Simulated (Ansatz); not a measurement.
**Ta: geometry relaxation**

The run: geometry relaxation of Ta (Im-3m, 1 atom in the cell). Method and program: DFT PBE, scalar-relativistic, plane waves, PAW, no spin polarisation (Ansatz 0.2.0).

The structure derives from an entry of the Crystallography Open Database. Figures and captions count atoms from 1; the log counts them from 0 in places.

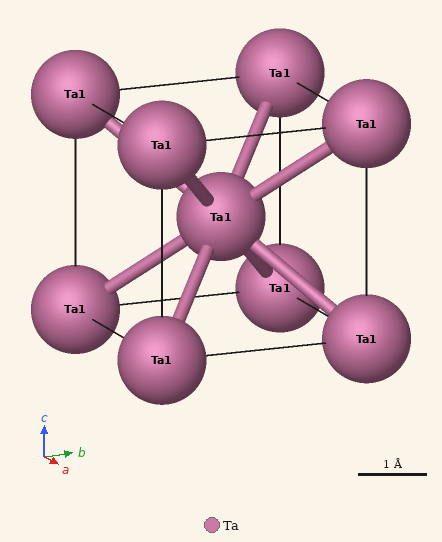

*The input geometry (ball-and-stick view of the cell 2 times as large as that of the calculation, set on its symmetry axes, seen slightly off an axis; atoms are numbered from 1 in the order of the input). An atom can appear more than once, as a periodic image.*

Near neighbours in the periodic cell (some may lie outside the picture): Ta has 8 Ta at 2.86 Å.

### Key numbers

| quantity | value |
| --- | --- |
| outcome | converged |
| space group (tolerance 0.01 Å) | Im-3m (229) |
| electrons treated | 13 |
| free energy | −9932.2544 eV |
| Fermi energy | 18.344 eV |
| gap on the k-point mesh | none (metallic) |
| pressure | 0.00 GPa |
| final volume | 18.28 Å³ |
| largest force (length of the vector) at the end | under 0.001 eV/Å |
| final cell | a = 2.874 Å, b = 2.874 Å, c = 2.874 Å, α = 109.47°, β = 109.47°, γ = 109.47° |
| hardware | 4 threads of Intel Xeon (Sapphire Rapids), 32 GiB of memory available, shared host |
| wall time | 3 s (CPU time 10 s) |
| peak memory | 0.37 GiB |

### Notes

Spin–orbit coupling is left out, which matters for Ta.

### Input
```yaml
crystal:
  lattice:
    - [-1.65128, 1.65128, 1.65128]
    - [1.65128, -1.65128, 1.65128]
    - [1.65128, 1.65128, -1.65128]
  atoms:
    - { symbol: Ta, position: [0.0, 0.0, 0.0] }
basis:
  ecutwfc: 420
kpoints:
  mp_grid: { grid: [18, 18, 18] }
hamiltonian:
  xc: pbe
scf:
  occupations: { method: gaussian, width: 0.1 }
output:
  forces: true
  stress: true
  eigenvalues: true
relax:
  adjacent_minimum: "off"
  f_tol: 0.005
  max_steps: 80
  cell: { stress_tol: 0.05 }
```

Command:
```bash
ansatz run input.yaml --threads 4 --pin off --max-ram 11264MiB --backend cpu --events-out ev --progress --plain --runs-dir out
```

### Output
```
Engine: ansatz 0.2.0, x86_64-unknown-linux-gnu
Pseudopotentials: kind: paw
Pseudopotential: Ta, paw, valence charge 13, recommended cutoff 420 eV (normal), Ta.paw.azcp
Functional definition: PBE
  parameter kappa = 0.804
  parameter beta = 0.06672455060314922
  exchange = pbe_x(kappa = kappa, mu = beta*pi^2/3)
  correlation = pbe_c(beta = beta)
Crystal: 1 atoms, lattice volume = 18.010 Å³
Basis set: ecut = 420 eV, 369 PW (Γ), exchange–correlation on 40×40×40 points (8 copies of the dense FFT grid, shifted against one another)
Bands: 11, of which v1, the nominal top of the filled ones, is band 7 counted from 1 (6 counted from 0)
Symmetry: 48 space group operations
Space group: Im-3m (ITA 229), of the structure as read, at distance tolerance 2.6e-5 Å
k-points: 195 of 5832
Non-local potential: Ta, projectors of the file, l = 0: 3, l = 1: 2, l = 2: 2, l = 3: 1
PAW form: soft (Blöchl's): semilocal exchange-correlation on the pseudo side does not see the compensation charge
PAW one-centre angular grid: Ta, 590 points (default); XC on 64 Gauss nodes
Initial density: superposition of atomic densities (neutral atoms: chi_scale 0, normalization atom), corrected by the library's trained network
Initial wavefunctions: pseudopotential atomic-orbital guess
Functional: x = pbe(κ = 0.804, μ = 0.2195149727645171), c = pbe(β = 0.06672455060314922)
SCF iter   1: F=—  HF=-9932.252058 eV  |F-HF|=—  |Δ(HF+E_count)|=         —  Δρ=2.10e-3  dr2=2.08e-4  ethr=1.77e-3  ⟨swp⟩=5.1  Hψ=12028  notcnv=0
preconditioner: auto → none  [metal: Δε(μ)=0.020 eV  Ē_g=8.312 eV  σ=0.100 eV  W_gap=0.11  n_scr=0 (ndim 8)  ℏωp=19.6 eV  f_vac=0.000  D(μ)=1.21/eV (n_scr^D=12)]
SCF iter   2: F=—  HF=-9932.251930 eV  |F-HF|=—  |Δ(HF+E_count)|=   1.28e-4  Δρ=9.87e-4  dr2=4.66e-5  ethr=1.60e-6  ⟨swp⟩=2.2  Hψ=4733  notcnv=0
SCF iter   3: F=—  HF=-9932.252002 eV  |F-HF|=—  |Δ(HF+E_count)|=   7.18e-5  Δρ=1.52e-4  dr2=9.64e-7  ethr=3.58e-7  ⟨swp⟩=2.0  Hψ=2554  notcnv=0
iter 4 did not close the SCF: its close was put off for the readings that it lacked (scf_convergence_deferred on its scf_iter line)
SCF iter   4: F=-9932.252003 eV  HF=-9932.252003 eV  |F-HF|=2.11e-8  |Δ(HF+E_count)|=   8.45e-7  Δρ=3.21e-5  dr2=5.27e-8  ethr=7.41e-9  ⟨swp⟩=2.0  Hψ=3252  notcnv=0
iter 5 did not close the SCF: its close was put off for the readings that it lacked (scf_convergence_deferred on its scf_iter line)
SCF iter   5: F=-9932.252003 eV  HF=-9932.252003 eV  |F-HF|=1.40e-9  |Δ(HF+E_count)|=   1.66e-8  Δρ=8.18e-6  dr2=3.14e-9  ethr=4.05e-10  ⟨swp⟩=1.4  Hψ=2250  notcnv=0
SCF iter   6: F=-9932.252003 eV  HF=-9932.252003 eV  |F-HF|=9.09e-12  |Δ(HF+E_count)|=   1.06e-9  Δρ=4.69e-7  dr2=1.53e-11  ethr=2.42e-11  ⟨swp⟩=2.9  Hψ=7052  notcnv=0
SCF 1 converged in 6 iterations: F = -9932.252003 eV  dr2 = 1.53e-11
  greatest PAW one-centre occupation: 0.999 electrons in one spin orbital (limit 2), on the Ta atom at site 0 (counted from 0), in its partial waves of l = 0
relax step   1: F+E_penalty+E_count = -9932.25200288 eV  Δ(F+E_penalty+E_count) = +0.000e0 eV  max|allowed force component| = 0.000e0 eV/Å  Δτ_max = 0.0000 Å  P = +2.934 GPa  Ω = 18.010 Å³  (6 SCF iters, dr2 threshold 1.00e-7 eV, accepted)
Crystal: 1 atoms, lattice volume = 19.074 Å³
Initial density: handed on by an earlier stage of this run
Initial wavefunctions: those handed on with the density
iter 1 solved again at ethr=3.83e-6 eV; its pass at ethr=3.10e-3 eV (dr2=4.97e-4 eV) is discarded
SCF iter   1: F=—  HF=-9932.234208 eV  |F-HF|=—  |Δ(HF+E_count)|=         —  Δρ=1.73e-3  dr2=4.11e-4  ethr=3.83e-6  ⟨swp⟩=2.7  Hψ=16226  notcnv=0
preconditioner: auto → none  [metal: Δε(μ)=0.042 eV  Ē_g=7.858 eV  σ=0.100 eV  W_gap=0.23  n_scr=0 (ndim 8)  ℏωp=19.0 eV  f_vac=0.000  D(μ)=1.28/eV (n_scr^D=12)]
SCF iter   2: F=—  HF=-9932.234234 eV  |F-HF|=—  |Δ(HF+E_count)|=   2.65e-5  Δρ=6.32e-4  dr2=2.40e-5  ethr=3.16e-6  ⟨swp⟩=2.5  Hψ=2944  notcnv=0
SCF iter   3: F=—  HF=-9932.234285 eV  |F-HF|=—  |Δ(HF+E_count)|=   5.12e-5  Δρ=1.69e-4  dr2=1.37e-6  ethr=1.84e-7  ⟨swp⟩=2.1  Hψ=2628  notcnv=0
SCF iter   4: F=-9932.234290 eV  HF=-9932.234290 eV  |F-HF|=5.40e-9  |Δ(HF+E_count)|=   4.81e-6  Δρ=7.42e-6  dr2=1.04e-8  ethr=7.69e-10  ⟨swp⟩=6.4  Hψ=10694  notcnv=0
SCF 2 converged in 4 iterations: F = -9932.234290 eV  dr2 = 1.04e-8
relax step   2: F+E_penalty+E_count = -9932.23429018 eV  Δ(F+E_penalty+E_count) = +1.771e-2 eV  max|allowed force component| = 0.000e0 eV/Å  Δτ_max = 0.0000 Å  P = -7.682 GPa  Ω = 19.074 Å³  energy of the carried Pulay correction = -3.659e-4 eV  (4 SCF iters, dr2 threshold 1.00e-7 eV, rejected (line search))
Crystal: 1 atoms, lattice volume = 18.292 Å³
iter 1 solved again at ethr=1.88e-6 eV; its pass at ethr=3.10e-3 eV (dr2=2.44e-4 eV) is discarded
SCF iter   1: F=—  HF=-9932.254259 eV  |F-HF|=—  |Δ(HF+E_count)|=         —  Δρ=1.25e-3  dr2=1.94e-4  ethr=1.88e-6  ⟨swp⟩=2.2  Hψ=15625  notcnv=0
preconditioner: auto → none  [metal: Δε(μ)=0.024 eV  Ē_g=8.180 eV  σ=0.100 eV  W_gap=0.14  n_scr=0 (ndim 8)  ℏωp=19.4 eV  f_vac=0.000  D(μ)=1.22/eV (n_scr^D=12)]
SCF iter   2: F=—  HF=-9932.254278 eV  |F-HF|=—  |Δ(HF+E_count)|=   1.93e-5  Δρ=4.64e-4  dr2=1.25e-5  ethr=1.49e-6  ⟨swp⟩=2.4  Hψ=2909  notcnv=0
SCF iter   3: F=—  HF=-9932.254307 eV  |F-HF|=—  |Δ(HF+E_count)|=   2.87e-5  Δρ=1.15e-4  dr2=5.84e-7  ethr=9.59e-8  ⟨swp⟩=2.0  Hψ=2586  notcnv=0
SCF iter   4: F=—  HF=-9932.254309 eV  |F-HF|=—  |Δ(HF+E_count)|=   2.63e-6  Δρ=4.17e-6  dr2=2.63e-9  ethr=4.49e-9  ⟨swp⟩=2.8  Hψ=3360  notcnv=0
SCF iter   5: F=—  HF=-9932.254309 eV  |F-HF|=—  |Δ(HF+E_count)|=  3.37e-10  Δρ=4.33e-7  dr2=1.26e-11  ethr=2.02e-11  ⟨swp⟩=2.8  Hψ=3176  notcnv=0
SCF iter   6: F=-9932.254309 eV  HF=-9932.254309 eV  |F-HF|=1.82e-12  |Δ(HF+E_count)|=  1.64e-11  Δρ=2.01e-8  dr2=2.35e-14  ethr=1.00e-12  ⟨swp⟩=5.0  Hψ=7256  notcnv=0
SCF 3 converged in 6 iterations: F = -9932.254309 eV  dr2 = 2.35e-14
relax step   3: F+E_penalty+E_count = -9932.25430930 eV  Δ(F+E_penalty+E_count) = -2.306e-3 eV  max|allowed force component| = 0.000e0 eV/Å  Δτ_max = 0.0000 Å  P = -0.163 GPa  Ω = 18.292 Å³  energy of the carried Pulay correction = -9.907e-5 eV  (6 SCF iters, accepted)
Crystal: 1 atoms, lattice volume = 18.277 Å³
iter 1 solved again at ethr=1.36e-9 eV; its pass at ethr=3.10e-3 eV (dr2=1.77e-7 eV) is discarded
SCF iter   1: F=—  HF=-9932.254319 eV  |F-HF|=—  |Δ(HF+E_count)|=         —  Δρ=2.49e-5  dr2=7.98e-8  ethr=1.36e-9  ⟨swp⟩=2.6  Hψ=14622  notcnv=0
preconditioner: auto → none  [metal: Δε(μ)=0.022 eV  Ē_g=8.191 eV  σ=0.100 eV  W_gap=0.12  n_scr=0 (ndim 8)  ℏωp=19.4 eV  f_vac=0.000  D(μ)=1.22/eV (n_scr^D=12)]
SCF iter   2: F=-9932.254322 eV  HF=-9932.254322 eV  |F-HF|=1.10e-8  |Δ(HF+E_count)|=   2.93e-6  Δρ=9.40e-6  dr2=5.60e-9  ethr=5.14e-10  ⟨swp⟩=2.4  Hψ=7284  notcnv=0
SCF 4 converged in 2 iterations: F = -9932.254322 eV  dr2 = 5.60e-9
relax step   4: F+E_penalty+E_count = -9932.25432242 eV  Δ(F+E_penalty+E_count) = -1.311e-5 eV  max|allowed force component| = 0.000e0 eV/Å  Δτ_max = 0.0000 Å  P = -0.003 GPa  Ω = 18.277 Å³  energy of the carried Pulay correction = -9.381e-5 eV  (2 SCF iters, dr2 threshold 6.68e-8 eV, accepted)
Initial wavefunctions: pseudopotential atomic-orbital guess (no wavefunctions were taken with the density)
iter 1 solved again at ethr=5.95e-8 eV; its pass at ethr=3.10e-3 eV (dr2=7.73e-6 eV) is discarded
SCF iter   1: F=—  HF=-9932.254377 eV  |F-HF|=—  |Δ(HF+E_count)|=         —  Δρ=3.55e-4  dr2=4.99e-7  ethr=5.95e-8  ⟨swp⟩=3.1  Hψ=17886  notcnv=0
preconditioner: auto → none  [metal: Δε(μ)=0.022 eV  Ē_g=8.192 eV  σ=0.100 eV  W_gap=0.12  n_scr=0 (ndim 8)  ℏωp=19.4 eV  f_vac=0.000  D(μ)=1.22/eV (n_scr^D=12)]
SCF iter   2: F=—  HF=-9932.254410 eV  |F-HF|=—  |Δ(HF+E_count)|=   3.37e-5  Δρ=1.77e-4  dr2=1.24e-7  ethr=3.84e-9  ⟨swp⟩=1.0  Hψ=2145  notcnv=0
SCF iter   3: F=—  HF=-9932.254421 eV  |F-HF|=—  |Δ(HF+E_count)|=   1.05e-5  Δρ=9.50e-7  dr2=1.21e-10  ethr=9.54e-10  ⟨swp⟩=1.0  Hψ=2145  notcnv=0
SCF iter   4: F=-9932.254421 eV  HF=-9932.254421 eV  |F-HF|=1.82e-12  |Δ(HF+E_count)|=  6.91e-11  Δρ=2.25e-7  dr2=2.78e-12  ethr=1.00e-12  ⟨swp⟩=6.8  Hψ=10176  notcnv=0
SCF 5 converged in 4 iterations: F = -9932.254421 eV  dr2 = 2.78e-12
relax step   5: F+E_penalty+E_count = -9932.25442099 eV  Δ(F+E_penalty+E_count) = -9.857e-5 eV  max|allowed force component| = 0.000e0 eV/Å  Δτ_max = 0.0000 Å  P = +0.003 GPa  Ω = 18.277 Å³  stress off target by 3.41e-3 GPa  SCF on the basis re-selected at this cell (its energy is not comparable with the rows above)  (4 SCF iters)
```

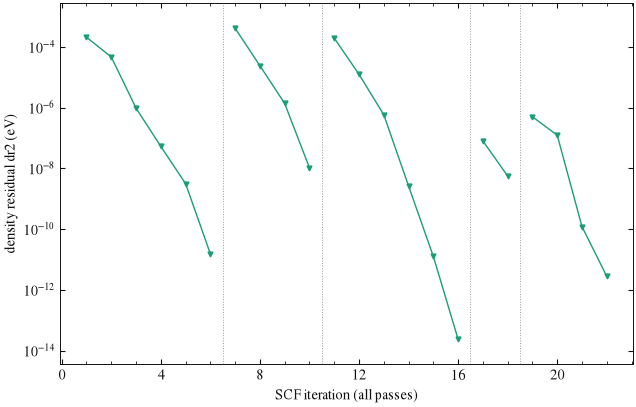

*Convergence of the self-consistent field: density residual dr2 against the SCF iteration. The dotted lines part the SCF passes of the relaxation: geometry steps, rejected trials and re-solves on a re-selected basis.*

The 5 passes take 2 to 6 iterations each, 22 in all.

```
basis re-selected at this cell: Δ(F+E_penalty+E_count) = -9.857e-5 eV, ΔP = +0.006 GPa vs the last step (what re-selecting the basis moved, of the pressure what is left beyond the Pulay correction that the steps carried, after the strain that the cell walked since its last selection, with what the two solves' SCF thresholds leave and, on support functions, any second-order correction that the steps lacked; it is no measure of the basis error at this ecutwfc). This SCF's stress stands 3.41e-3 GPa from its target on what of the cell is left free (relax.cell.stress_tol is 5.00e-2 GPa) and its largest allowed force component is 0.00e0 eV/Å (relax.f_tol is 5.00e-3 eV/Å): within both
SCF converged after 4 iterations
Free energy (F): -9932.254421 eV
Harris-Foulkes:  -9932.254421 eV  (|F-HF|=1.82e-12)
Internal energy: -9932.248337 eV  (E = F + TS)
E sigma→0 (E₀):  -9932.251379 eV
Entropy (-TS):   -0.006084 eV (-6.084 meV/atom)
Fermi energy:    18.343534 eV
--- Per-component energies (eV) ---
  E_band       = -107.453954
  E_kinetic    = 365.633583
  E_local      = -555.852802  (includes V_loc(G=0)·N_el)
  E_nonlocal   = 14.740562
  E_hartree    = 192.435841
  E_xc         = -218.348985
  E_vxc        = -203.901602  (∫ρ·V_xc dr)
  E_paw        = -8396.602101  (= ΣΔE_a)
  E_vpaw       = -112.945476  (= ΣTr[D̂ρ^β])
  E_aug_tail   = 0.000133  (compensation charges beyond the density's cutoff)
  E_ewald      = -1334.254569
  E_smearing   = -0.006084  (= −TS)
  E_closure    = -0.000000  (closes the sum)
  Σ components = -9932.254421   (vs F -9932.254421, Δ=0.00e0)
--- Forces (eV/Å), atoms counted from 1 ---
  atom   1  Ta     0.00000000     0.00000000    -0.00000000
  max |Σ_I F_I| component: 8.22e-33 eV/Å
--- Stress (GPa, compression-positive) ---
        0.003405       0.000000      -0.000000
       -0.000000       0.003405       0.000000
       -0.000000      -0.000000       0.003405
  P = ⅓ Tr σ = 0.0034 GPa (0.034 kbar)
--- Band table (eV; the first three rows and the last of 195) ---
  k-point 0: bands = ["-48.7773", "-14.7453", "-14.7453", "-14.7453", "10.4895", "19.0684", "19.0684", "19.0684", "22.2914", "22.2914", "32.8943"]
  k-point 1: bands = ["-48.7740", "-14.7819", "-14.7567", "-14.7455", "10.6247", "18.9798", "19.0436", "19.2013", "22.1450", "22.2915", "33.0167"]
  k-point 2: bands = ["-48.7646", "-14.8863", "-14.7892", "-14.7460", "11.0170", "18.7356", "18.9385", "19.5958", "21.8380", "22.2994", "33.3258"]
  k-point 194: bands = ["-48.5876", "-15.5290", "-15.5290", "-15.5290", "14.6147", "14.6147", "25.0569", "25.0569", "25.0569", "26.8112", "26.8112"]
--- Relaxed structure (4 steps of the walk, 3 accepted, 1 SCFs on fresh bases) ---
  F+E_penalty+E_count = -9932.25442099 eV   max|allowed force component| = 0.000e0 eV/Å   (the final SCF, on the basis selected at the relaxed cell)
  cell:  # Å, volume = 18.2772 Å³
    - [-1.6593948202110875, 1.6593948202110875, 1.6593948202110875]
    - [1.6593948202110875, -1.6593948202110875, 1.6593948202110875]
    - [1.6593948202110875, 1.6593948202110875, -1.6593948202110875]
  atoms:
    - { symbol: Ta, position: [0.0, 0.0, 0.0] }
```

### Trajectory as extended XYZ (Å, eV, eV/Å), 5 frames, from step=1 to step=5
```
1
Lattice="-1.6513 1.6513 1.6513 1.6513 -1.6513 1.6513 1.6513 1.6513 -1.6513" Properties=species:S:1:pos:R:3:forces:R:3 step=1 energy=-9932.25200 pressure_GPa=2.93
Ta    0.0000    0.0000    0.0000    0.0000   0.0000   0.0000
1
Lattice="-1.6832 1.6832 1.6832 1.6832 -1.6832 1.6832 1.6832 1.6832 -1.6832" Properties=species:S:1:pos:R:3:forces:R:3 step=2 energy=-9932.23429 pressure_GPa=-7.68 accepted=F
Ta    0.0000    0.0000    0.0000    0.0000   0.0000   0.0000
1
Lattice="-1.6599 1.6599 1.6599 1.6599 -1.6599 1.6599 1.6599 1.6599 -1.6599" Properties=species:S:1:pos:R:3:forces:R:3 step=3 energy=-9932.25431 pressure_GPa=-0.16
Ta    0.0000    0.0000    0.0000    0.0000   0.0000   0.0000
1
Lattice="-1.6594 1.6594 1.6594 1.6594 -1.6594 1.6594 1.6594 1.6594 -1.6594" Properties=species:S:1:pos:R:3:forces:R:3 step=4 energy=-9932.25432 pressure_GPa=-0.00
Ta    0.0000    0.0000    0.0000    0.0000   0.0000   0.0000
1
Lattice="-1.6594 1.6594 1.6594 1.6594 -1.6594 1.6594 1.6594 1.6594 -1.6594" Properties=species:S:1:pos:R:3:forces:R:3 step=5 energy=-9932.25442 pressure_GPa=0.00
Ta    0.0000    0.0000    0.0000    0.0000   0.0000   0.0000
```

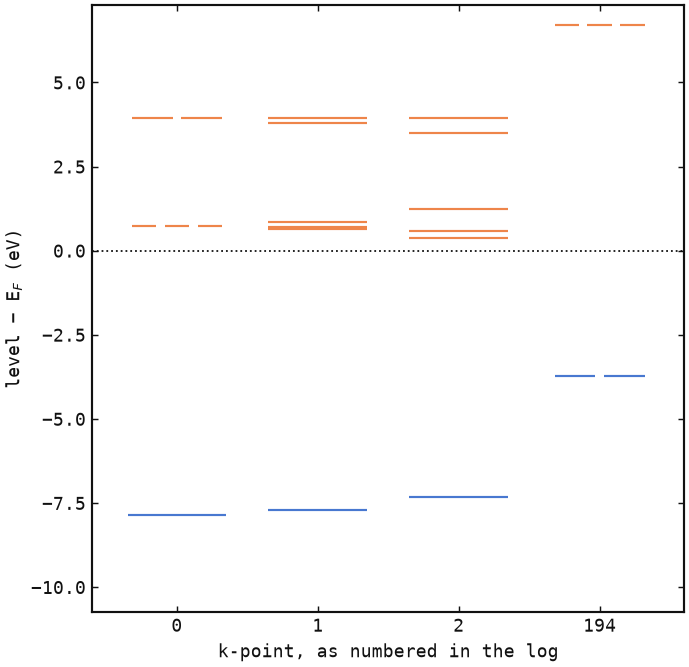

*Kohn–Sham levels near the Fermi level (dotted) at the few k-points that the log prints; levels within 0.02 eV of each other stand side by side.*

The system is metallic on the full mesh.
